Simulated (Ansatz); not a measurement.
## ZrC: a changed input and its effect

System: ZrC (2 atoms in the cell).
Method of run 1: Kohn-Sham DFT of a periodic cell, revPBE with D4, all-electron LAPW, scalar-relativistic, no spin polarisation (Ansatz 0.2.0).

The structure derives from an entry of the Crystallography Open Database. Text and figures count atoms from 1; the logs count them from 0 in places.

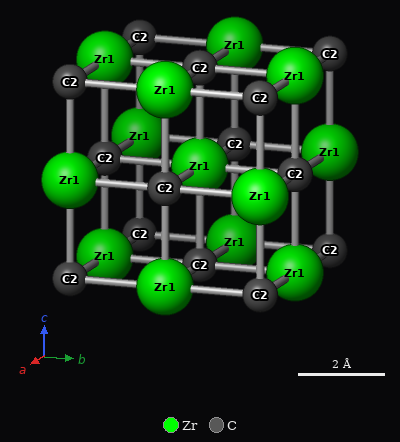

Figure 1. The structure as given in the input (ball-and-stick view of the cell 4 times as large as that of the calculation, set on its symmetry axes, seen slightly off an axis; atoms are numbered from 1 in the order of the input). Near neighbours in the crystal (not all of them lie inside the picture): Zr has 6 C at 2.37 Å; C has 6 Zr at 2.37 Å.

Input file, run 1:
```yaml
crystal:
  lattice:
    - [0.0, 2.365, 2.365]
    - [2.365, 0.0, 2.365]
    - [2.365, 2.365, 0.0]
  atoms:
    - { symbol: Zr, position: [0.5, 0.5, 0.5] }
    - { symbol: C, position: [0.0, 0.0, 0.0] }
kpoints:
  mp_grid: { grid: [10, 10, 10] }
scf:
  occupations: { method: fermi_dirac, width: 0.05 }
hamiltonian:
  xc: revpbe
  dispersion: d4
  pseudopotentials: { kind: all_electron, lapw: { basis_error: 0.001 } }
output:
  forces: true
  stress: true
relax:
  f_tol: 0.005
  max_steps: 60
  cell: {}
```

Command:
```bash
ansatz run input.yaml --threads 1 --pin off --max-ram 3072MiB --backend cpu --events-out ev --progress --plain --runs-dir out
```

Hardware: 1 thread of AMD EPYC (Zen 4), 16 GiB of memory available, shared host.

Output, shortened to warnings, some set-up lines, iterations and results (run 1):
```
Basis set: ecut = 268.5228445683603 eV, 259 PW (Γ), exchange–correlation at level 2
Symmetry: 48 space group operations
k-points: 47 of 1000
Initial density: superposition of atomic densities (chi_scale 0.1, normalization cell, long waves kept (reshape's long-wave potential 0.00 eV rms))
[...]
SCF iter   1: F=—  HF=-98974.109381 eV  |F-HF|=—  |Δ(HF+E_count)|=         —  Δρ=1.21e-1  dr2=5.78e0  ethr=1.61e-2  ⟨swp⟩=2.0  Hψ=6640  notcnv=0
SCF iter   2: F=—  HF=-98973.577123 eV  |F-HF|=—  |Δ(HF+E_count)|=   5.32e-1  Δρ=8.91e-2  dr2=2.91e0  ethr=1.61e-2  ⟨swp⟩=3.0  Hψ=3040  notcnv=0
SCF iter   3: F=—  HF=-98972.284417 eV  |F-HF|=—  |Δ(HF+E_count)|=    1.29e0  Δρ=1.14e-2  dr2=2.76e-2  ethr=7.62e-5  ⟨swp⟩=2.1  Hψ=5218  notcnv=0
SCF iter   4: F=—  HF=-98972.285290 eV  |F-HF|=—  |Δ(HF+E_count)|=         —  Δρ=3.32e-3  dr2=3.61e-3  ethr=7.62e-5  ⟨swp⟩=2.1  Hψ=3333  notcnv=0
SCF iter   5: F=—  HF=-98972.284878 eV  |F-HF|=—  |Δ(HF+E_count)|=   4.12e-4  Δρ=1.48e-3  dr2=5.09e-4  ethr=1.00e-5  ⟨swp⟩=2.1  Hψ=3195  notcnv=0
[... 24 lines ...]
relax step   4: F+E_penalty+E_count = -98972.30093128 eV  Δ(F+E_penalty+E_count) = -3.183e-5 eV  max|allowed force component| = 4.273e-31 eV/Å  Δτ_max = 0.0000 Å  P = -0.005 …
SCF iter   1: F=—  HF=-98972.300933 eV  |F-HF|=—  |Δ(HF+E_count)|=         —  Δρ=1.24e-5  dr2=3.31e-8  ethr=9.21e-11  ⟨swp⟩=3.0  Hψ=5092  notcnv=0
SCF iter   2: F=-98972.300932 eV  HF=-98972.300932 eV  |F-HF|=5.46e-9  |Δ(HF+E_count)|=   1.49e-6  Δρ=5.43e-6  dr2=4.20e-9  ethr=9.19e-11  ⟨swp⟩=3.0  Hψ=3285  notcnv=0
SCF 5 converged in 2 iterations: F = -98972.300932 eV  dr2 = 4.20e-9
relax step   5: F+E_penalty+E_count = -98972.30093159 eV  Δ(F+E_penalty+E_count) = -3.092e-7 eV  max|allowed force component| = 9.203e-31 eV/Å  Δτ_max = 0.0000 Å  P = -0.005 …
basis re-selected at this cell: Δ(F+E_penalty+E_count) = -3.092e-7 eV, ΔP = -0.000 GPa vs the last step (what re-selecting the basis moved, after the strain that the cell walked since its last selection, with what the two solves' SCF thresholds leave and, on support functions, any second-order …
SCF converged after 2 iterations
Free energy (F): -98972.300932 eV
Harris-Foulkes:  -98972.300932 eV  (|F-HF|=5.46e-9)
Internal energy: -98972.298510 eV  (E = F + TS)
E sigma→0 (E₀):  -98972.299721 eV
Entropy (-TS):   -0.002422 eV (-1.211 meV/atom)
Fermi energy:    16.823702 eV
--- Per-component energies (eV) ---
  E_band       = -4550.952995
  E_kinetic    = 102193.718315
  E_xc         = -3264.893661
  E_electrostatic = -197900.265708  (all electrons and nuclei)
  E_disp       = -0.857455  (pairwise vdW)
  E_smearing   = -0.002422  (= −TS)
  E_closure    = 0.000000  (closes the sum)
  E_atoms      = -98953.935755  (free atoms, spherical and without spin; not in F)
  Σ components = -98972.300932   (vs F -98972.300932, Δ=0.00e0)
  Basis errors (estimates in eV, not in F): energy 3.7e-4 per atom: plane waves 3.4e-4 (1.9e-4 summed), levels above the bands 1.1e-27, relativity 2.3e-8, radial functions 3.6e-5, core shells 4.1e-13; eigenvalues (radial functions only) 2.6e-6; not estimated: angular momenta, meshes, grids; target …
--- Forces (eV/Å), atoms counted from 1 ---
  atom   1  Zr    -0.00000000    -0.00000000    -0.00000000
  atom   2  C      0.00000000     0.00000000     0.00000000
  max |Σ_I F_I| component: 6.57e-31 eV/Å
--- Stress (GPa, compression-positive) ---
       -0.004896      -0.000000      -0.000000
       -0.000000      -0.004896      -0.000000
       -0.000000      -0.000000      -0.004896
  P = ⅓ Tr σ = -0.0049 GPa (-0.049 kbar)
--- Relaxed structure (4 steps of the walk, 4 accepted, 1 SCFs on fresh bases) ---
  F+E_penalty+E_count = -98972.30093159 eV   max|allowed force component| = 9.203e-31 eV/Å   (the final SCF, on the basis selected at the relaxed cell)
  cell:  # Å, volume = 25.6497 Å³
    - [1.655995910549547e-33, 2.340725795354871, 2.340725795354871]
    - [2.340725795354871, 3.821529026086888e-34, 2.340725795354871]
    - [2.340725795354871, 2.340725795354871, 1.2738430082238973e-33]
  atoms:
    - { symbol: Zr, position: [0.5, 0.5, 0.5] }
[...]
```

For run 2 the input was changed thus:
```diff
-  dispersion: d4
-  f_tol: 0.005
+  f_tol: 0.01
```

What does this change do to the results?

The total energies belong to different models, so their difference says nothing on which is more stable or more accurate. The volume per atom goes from 12.82 to 13.20 Å³. The SCF takes 17 iterations over all geometry steps against 24. On the same kind of shared host run 2 took about 0.7 times as long.

Output, shortened to warnings, some set-up lines, iterations and results (run 2):
```
Basis set: ecut = 268.5228445683603 eV, 259 PW (Γ), exchange–correlation at level 2
Symmetry: 48 space group operations
k-points: 47 of 1000
Initial density: superposition of atomic densities (chi_scale 0.1, normalization cell, long waves kept (reshape's long-wave potential 0.00 eV rms))
[...]
SCF iter   1: F=—  HF=-98973.283579 eV  |F-HF|=—  |Δ(HF+E_count)|=         —  Δρ=1.21e-1  dr2=5.78e0  ethr=1.61e-2  ⟨swp⟩=2.0  Hψ=6640  notcnv=0
SCF iter   2: F=—  HF=-98972.751320 eV  |F-HF|=—  |Δ(HF+E_count)|=   5.32e-1  Δρ=8.91e-2  dr2=2.91e0  ethr=1.61e-2  ⟨swp⟩=3.0  Hψ=3040  notcnv=0
SCF iter   3: F=—  HF=-98971.458615 eV  |F-HF|=—  |Δ(HF+E_count)|=    1.29e0  Δρ=1.14e-2  dr2=2.76e-2  ethr=7.62e-5  ⟨swp⟩=2.1  Hψ=5218  notcnv=0
SCF iter   4: F=—  HF=-98971.459487 eV  |F-HF|=—  |Δ(HF+E_count)|=         —  Δρ=3.32e-3  dr2=3.61e-3  ethr=7.62e-5  ⟨swp⟩=2.1  Hψ=3333  notcnv=0
SCF iter   5: F=—  HF=-98971.459076 eV  |F-HF|=—  |Δ(HF+E_count)|=   4.12e-4  Δρ=1.48e-3  dr2=5.09e-4  ethr=1.00e-5  ⟨swp⟩=2.1  Hψ=3195  notcnv=0
[... 15 lines ...]
relax step   3: F+E_penalty+E_count = -98971.45828802 eV  Δ(F+E_penalty+E_count) = -7.766e-5 eV  max|allowed force component| = 4.996e-30 eV/Å  Δτ_max = 0.0000 Å  P = -0.001 …
SCF iter   1: F=—  HF=-98971.458289 eV  |F-HF|=—  |Δ(HF+E_count)|=         —  Δρ=9.64e-6  dr2=2.20e-8  ethr=6.09e-11  ⟨swp⟩=3.2  Hψ=5170  notcnv=0
SCF iter   2: F=-98971.458288 eV  HF=-98971.458288 eV  |F-HF|=5.53e-10  |Δ(HF+E_count)|=   1.27e-6  Δρ=6.22e-6  dr2=9.46e-9  ethr=6.09e-11  ⟨swp⟩=3.0  Hψ=3313  notcnv=0
SCF 4 converged in 2 iterations: F = -98971.458288 eV  dr2 = 9.46e-9
relax step   4: F+E_penalty+E_count = -98971.45828805 eV  Δ(F+E_penalty+E_count) = -2.516e-8 eV  max|allowed force component| = 5.029e-30 eV/Å  Δτ_max = 0.0000 Å  P = -0.001 …
basis re-selected at this cell: Δ(F+E_penalty+E_count) = -2.516e-8 eV, ΔP = +0.000 GPa vs the last step (what re-selecting the basis moved, after the strain that the cell walked since its last selection, with what the two solves' SCF thresholds leave and, on support functions, any second-order …
SCF converged after 2 iterations
Free energy (F): -98971.458288 eV
Harris-Foulkes:  -98971.458288 eV  (|F-HF|=5.53e-10)
Internal energy: -98971.455746 eV  (E = F + TS)
E sigma→0 (E₀):  -98971.457017 eV
Entropy (-TS):   -0.002542 eV (-1.271 meV/atom)
Fermi energy:    16.295515 eV
--- Per-component energies (eV) ---
  E_band       = -4573.717777
  E_kinetic    = 102190.651679
  E_xc         = -3264.185017
  E_electrostatic = -197897.922407  (all electrons and nuclei)
  E_smearing   = -0.002542  (= −TS)
  E_closure    = 0.000000  (closes the sum)
  E_atoms      = -98953.935755  (free atoms, spherical and without spin; not in F)
  Σ components = -98971.458288   (vs F -98971.458288, Δ=0.00e0)
  Basis errors (estimates in eV, not in F): energy 3.7e-4 per atom: plane waves 3.3e-4 (1.9e-4 summed), levels above the bands 5.8e-27, relativity 2.2e-8, radial functions 3.8e-5, core shells 4.2e-13; eigenvalues (radial functions only) 2.6e-6; not estimated: angular momenta, meshes, grids; target …
--- Forces (eV/Å), atoms counted from 1 ---
  atom   1  Zr     0.00000000    -0.00000000    -0.00000000
  atom   2  C     -0.00000000     0.00000000     0.00000000
  max |Σ_I F_I| component: 8.87e-30 eV/Å
--- Stress (GPa, compression-positive) ---
       -0.001126      -0.000000      -0.000000
       -0.000000      -0.001126       0.000000
       -0.000000       0.000000      -0.001126
  P = ⅓ Tr σ = -0.0011 GPa (-0.011 kbar)
--- Relaxed structure (3 steps of the walk, 3 accepted, 1 SCFs on fresh bases) ---
  F+E_penalty+E_count = -98971.45828805 eV   max|allowed force component| = 5.029e-30 eV/Å   (the final SCF, on the basis selected at the relaxed cell)
  cell:  # Å, volume = 26.3952 Å³
    - [-5.859677837829928e-34, 2.3631892197646174, 2.3631892197646174]
    - [2.3631892197646174, 3.057223219737354e-34, 2.3631892197646174]
    - [2.3631892197646174, 2.3631892197646174, -3.3119918213821327e-34]
  atoms:
    - { symbol: Zr, position: [0.49999999999999994, 0.49999999999999994, 0.49999999999999994] }
[...]
```

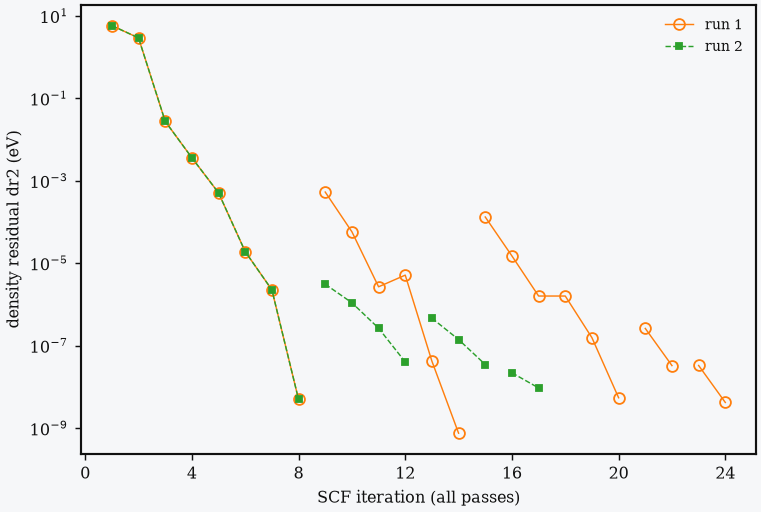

Figure 2. Convergence of the two runs: density residual dr2 against the SCF iteration. A break in a curve parts two SCF passes. Run 1 takes 24 iterations in all, and run 2 takes 17.

The two runs side by side:

```tsv
quantity	run 1	run 2
outcome	converged	converged
free energy per atom (eV)	−49486.1505	−49485.7291
energy per atom, smearing taken to zero (eV)	−49486.1499	−49485.7285
pressure (GPa)	0.00	0.00
volume per atom (Å³)	12.82	13.20
largest force (eV/Å)	0.000	0.000
SCF iterations	24	17
irreducible k-points	47	47
wall time (shared host)	12 s	8.4 s
```
